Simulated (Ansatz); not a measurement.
## Single-point calculation, with input and output: ZnSe (part 2 of 2)

ZnSe (slab, 16 atoms in the cell); DFT PBE+D3(BJ), scalar-relativistic, plane waves, PAW, no spin polarisation (Ansatz 0.2.0); cutoff 420 eV, 2×2×1 k-mesh, Gaussian smearing of 0.05 eV. The structure derives from an entry of the Crystallography Open Database. It belongs to a series of runs on one base structure; here: the slab at its places in the relaxed adsorbed structure.

Geometry of the input (Å; fractional positions):
```
7.9973  0.0000  0.0000
-3.9986  6.9259  0.0000
0.0000  0.0000  24.1999
Se 0.5000  0.0000  0.3306
Se 0.5000  0.5000  0.3306
Se 0.0000  0.0000  0.3306
Se 0.0000  0.5000  0.3306
Zn 0.1667  0.8333  0.3643
Zn 0.1667  0.3333  0.3643
Zn 0.6667  0.8333  0.3643
Zn 0.6667  0.3333  0.3643
Se 0.7469  0.7533  0.4741
Se 0.7467  0.2530  0.4736
Se 0.2470  0.7533  0.4729
Se 0.2473  0.2530  0.4727
Zn 0.4163  0.5848  0.4424
Zn 0.4160  0.0845  0.4419
Zn 0.9149  0.5846  0.4427
Zn 0.9152  0.0842  0.4426
```

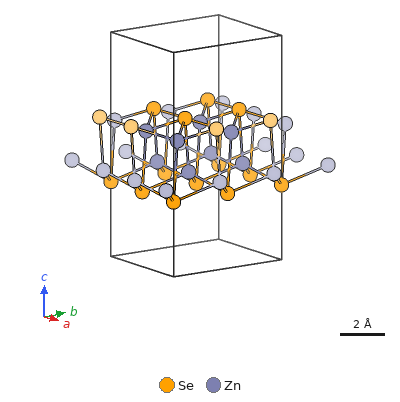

Fig. 1: The structure as given in the input (ball-and-stick view of the cell of the calculation, with the vacuum cut short, seen slightly off an axis; neighbours outside the cell are drawn fainter). An atom can appear more than once, as a periodic image.

### Log, continued
```
--- Forces (eV/Å), atoms counted from 1 ---
  atom   1  Se    -0.12967617     0.08583003     0.25578502
  atom   2  Se    -0.12341894     0.09424749     0.26319919
  atom   3  Se    -0.14217882     0.05976163     0.26314454
  atom   4  Se    -0.13647117     0.06804381     0.25615267
  atom   5  Zn     0.11866954    -0.09848726    -0.26145056
  atom   6  Zn     0.12288420    -0.07851449    -0.25405488
  atom   7  Zn     0.14264589    -0.07218162    -0.27176343
  atom   8  Zn     0.14872104    -0.05584780    -0.27007814
  atom   9  Se    -0.00158023    -0.00162890    -0.01896195
  atom  10  Se     0.00519378    -0.00173663    -0.00178730
  atom  11  Se     0.00385132    -0.00181269     0.02681844
  atom  12  Se    -0.00777701     0.00248656     0.03193078
  atom  13  Zn    -0.00067617     0.00312100    -0.00818322
  atom  14  Zn     0.00759888     0.00077822     0.00253365
  atom  15  Zn    -0.00088320    -0.00428792    -0.00586496
  atom  16  Zn    -0.00691044     0.00023247    -0.00740659
  max |Σ_I F_I| component: 1.33e-5 eV/Å
--- Band table (eV) ---
  k-point 0: bands = ["-49.2639", "-49.2629", "-49.2622", "-49.2616", "-49.2612", "-49.2611", "-49.2605", "-49.2600", "-49.2355", "-49.2320", "-49.2318", "-49.2315", "-49.2049", "-49.2040", "-49.2012", "-49.2010", "-49.2004", "-49.1999", "-49.1998", "-49.1992", "-49.0688", "-49.0646", "-49.0629", "-49.0589", "-49.0565", "-49.0526", "-49.0477", "-49.0471", "-49.0440", "-49.0410", "-49.0343", "-49.0253", "-49.0121", "-49.0113", "-49.0066", "-49.0058", "-49.0001", "-48.9994", "-48.9911", "-48.9906", "-15.4168", "-14.8272", "-14.7261", "-14.6525", "-14.6517", "-14.3866", "-14.3858", "-14.3204", "-9.3026", "-9.3013", "-9.2360", "-9.2347", "-9.1902", "-9.1880", "-9.1703", "-9.1421", "-9.1397", "-9.1298", "-9.1074", "-9.0361", "-9.0343", "-8.9870", "-8.9794", "-8.9785", "-8.9694", "-8.9452", "-8.9448", "-8.9243", "-8.8694", "-8.8550", "-8.8454", "-8.8402", "-8.8393", "-8.8004", "-8.7999", "-8.7296", "-8.7257", "-8.7252", "-8.7023", "-8.6779", "-8.6664", "-8.6657", "-8.6629", "-8.6010", "-8.6005", "-8.5901", "-8.5859", "-8.5038", "-7.8969", "-7.2905", "-7.2899", "-7.0893", "-7.0882", "-6.7558", "-6.3822", "-4.7569", "-4.4837", "-4.2435", "-4.2405", "-4.0464", "-4.0447", "-3.7834", "-3.7799", "-3.6766", "-3.6755", "-3.4047", "-3.1680", "-3.0928", "-2.8556", "-2.7936", "-2.5938", "-2.4192", "-0.7263", "-0.7218", "-0.0953", "0.1525", "0.1540", "0.2698", "0.2728", "0.5475", "1.4893", "2.3913", "2.3958", "2.5678", "2.5951", "2.5984", "2.7147", "2.9737", "3.1108", "3.5041", "3.9735", "4.1029", "4.4302", "4.5501", "4.5766"]
  k-point 1: bands = ["-49.2639", "-49.2629", "-49.2622", "-49.2616", "-49.2612", "-49.2611", "-49.2605", "-49.2600", "-49.2355", "-49.2320", "-49.2318", "-49.2315", "-49.2049", "-49.2040", "-49.2012", "-49.2010", "-49.2004", "-49.1999", "-49.1998", "-49.1992", "-49.0688", "-49.0646", "-49.0629", "-49.0589", "-49.0565", "-49.0526", "-49.0477", "-49.0471", "-49.0440", "-49.0410", "-49.0343", "-49.0253", "-49.0121", "-49.0113", "-49.0066", "-49.0058", "-49.0001", "-48.9994", "-48.9911", "-48.9906", "-15.0795", "-15.0752", "-14.7038", "-14.7014", "-14.6077", "-14.6011", "-14.3532", "-14.3458", "-9.2673", "-9.2668", "-9.2092", "-9.2069", "-9.1996", "-9.1969", "-9.1608", "-9.1591", "-9.1251", "-9.1237", "-9.0929", "-9.0904", "-9.0876", "-9.0861", "-9.0533", "-9.0516", "-9.0130", "-9.0108", "-8.9158", "-8.9143", "-8.9116", "-8.9096", "-8.8248", "-8.8227", "-8.7918", "-8.7901", "-8.7292", "-8.7268", "-8.7128", "-8.7110", "-8.6876", "-8.6865", "-8.6702", "-8.6676", "-8.6559", "-8.6548", "-8.6431", "-8.6412", "-8.5705", "-8.5699", "-7.2779", "-7.2714", "-6.4808", "-6.4748", "-6.4684", "-6.4601", "-5.6069", "-5.6012", "-5.0597", "-5.0507", "-4.8536", "-4.8514", "-4.3446", "-4.3406", "-4.1656", "-4.1625", "-3.5662", "-3.5648", "-3.3405", "-3.3362", "-3.0606", "-3.0501", "-2.9719", "-2.9663", "0.0913", "0.1054", "0.3386", "0.3426", "0.8107", "0.8177", "1.6838", "1.6917", "2.7568", "2.7735", "3.0019", "3.0150", "3.5252", "3.5347", "3.6051", "3.6113", "3.6459", "3.6523", "3.7931", "3.7935", "4.3197", "4.3216", "4.3238"]
  k-point 2: bands = ["-49.2639", "-49.2628", "-49.2622", "-49.2616", "-49.2612", "-49.2611", "-49.2605", "-49.2600", "-49.2355", "-49.2320", "-49.2318", "-49.2315", "-49.2049", "-49.2040", "-49.2012", "-49.2010", "-49.2004", "-49.1999", "-49.1998", "-49.1992", "-49.0688", "-49.0646", "-49.0629", "-49.0589", "-49.0565", "-49.0526", "-49.0477", "-49.0471", "-49.0440", "-49.0410", "-49.0343", "-49.0253", "-49.0121", "-49.0113", "-49.0066", "-49.0058", "-49.0001", "-48.9994", "-48.9911", "-48.9906", "-15.0840", "-15.0707", "-14.7081", "-14.6973", "-14.6107", "-14.5980", "-14.3565", "-14.3427", "-9.2680", "-9.2658", "-9.2096", "-9.2056", "-9.2031", "-9.1950", "-9.1615", "-9.1578", "-9.1256", "-9.1236", "-9.0938", "-9.0905", "-9.0874", "-9.0850", "-9.0536", "-9.0511", "-9.0145", "-9.0094", "-8.9165", "-8.9130", "-8.9126", "-8.9092", "-8.8260", "-8.8214", "-8.7928", "-8.7891", "-8.7308", "-8.7247", "-8.7141", "-8.7099", "-8.6882", "-8.6857", "-8.6722", "-8.6662", "-8.6567", "-8.6537", "-8.6446", "-8.6402", "-8.5708", "-8.5695", "-7.2833", "-7.2660", "-6.4819", "-6.4775", "-6.4721", "-6.4530", "-5.6094", "-5.5982", "-5.0658", "-5.0445", "-4.8546", "-4.8504", "-4.3487", "-4.3362", "-4.1684", "-4.1598", "-3.5697", "-3.5614", "-3.3426", "-3.3341", "-3.0674", "-3.0410", "-2.9779", "-2.9626", "0.0784", "0.1196", "0.3345", "0.3453", "0.8065", "0.8217", "1.6762", "1.6990", "2.7439", "2.7867", "2.9900", "3.0270", "3.5202", "3.5386", "3.6020", "3.6153", "3.6405", "3.6574", "3.7919", "3.7948", "4.3174", "4.3192", "4.3225"]
  k-point 3: bands = ["-49.2639", "-49.2628", "-49.2622", "-49.2616", "-49.2612", "-49.2611", "-49.2605", "-49.2600", "-49.2355", "-49.2320", "-49.2318", "-49.2315", "-49.2049", "-49.2040", "-49.2012", "-49.2010", "-49.2004", "-49.1999", "-49.1998", "-49.1992", "-49.0688", "-49.0646", "-49.0629", "-49.0589", "-49.0565", "-49.0526", "-49.0477", "-49.0471", "-49.0440", "-49.0410", "-49.0343", "-49.0253", "-49.0121", "-49.0113", "-49.0066", "-49.0058", "-49.0001", "-48.9994", "-48.9911", "-48.9906", "-15.0978", "-15.0960", "-14.6694", "-14.6684", "-14.5907", "-14.5895", "-14.3778", "-14.3772", "-9.2923", "-9.2903", "-9.2553", "-9.2533", "-9.1840", "-9.1828", "-9.1649", "-9.1628", "-9.1201", "-9.1181", "-9.0687", "-9.0663", "-9.0602", "-9.0594", "-9.0190", "-9.0185", "-9.0032", "-9.0028", "-8.9235", "-8.9233", "-8.9105", "-8.9100", "-8.8897", "-8.8895", "-8.8267", "-8.8263", "-8.7666", "-8.7662", "-8.7088", "-8.7085", "-8.7015", "-8.7012", "-8.6720", "-8.6720", "-8.6406", "-8.6401", "-8.5896", "-8.5894", "-8.4927", "-8.4924", "-7.0049", "-7.0035", "-6.7387", "-6.7326", "-6.7162", "-6.7126", "-5.2858", "-5.2821", "-4.9671", "-4.9608", "-4.8174", "-4.8151", "-4.7845", "-4.7840", "-3.8678", "-3.8646", "-3.7501", "-3.7495", "-3.3790", "-3.3766", "-2.9711", "-2.9664", "-2.9600", "-2.9568", "0.4638", "0.4701", "0.7381", "0.7425", "0.9500", "0.9517", "1.1999", "1.2023", "1.7397", "1.7443", "3.2831", "3.2846", "3.4349", "3.4385", "3.6324", "3.6336", "3.8142", "3.8200", "3.8706", "3.8773", "4.2872", "4.2891", "4.2955"]
```

### Results in brief

```csv
quantity,value
outcome,converged
electrons treated,224
free energy,−70316.3227 eV
"work function, top face",4.86 eV
"work function, bottom face",5.07 eV
Fermi energy,−1.573 eV
gap on the k-point mesh,1.69 eV
work function (upper face),4.86 eV
largest force (length of the vector),0.315 eV/Å
hardware,"4 threads of Intel Xeon (Granite Rapids), 64 GiB of memory available, shared host"
wall time,12 s (CPU time 40 s)
peak memory,3.4 GiB
```
